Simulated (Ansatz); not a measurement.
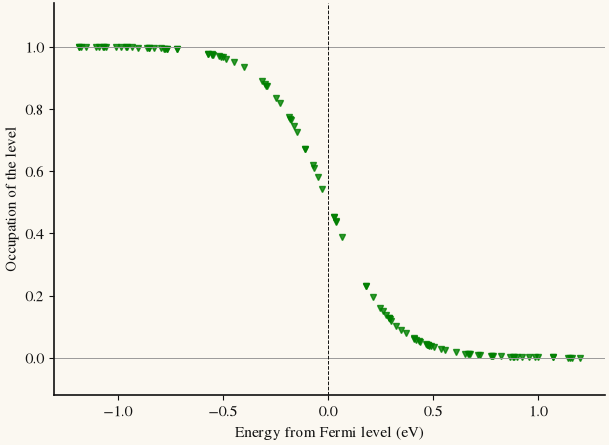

Occupations of the one-electron levels of the k mesh against their energy, from a run on Si (defect cell), 11 atoms in the cell, with Ansatz.

Which smearing scheme was used (Fermi-Dirac, Gaussian, Methfessel-Paxton or cold), and about what width?

Fermi-Dirac smearing with a width of 0.15 eV. The occupations stay between 0 and 1 and have long exponential tails; the slope at the Fermi level is 1/(4 × width).
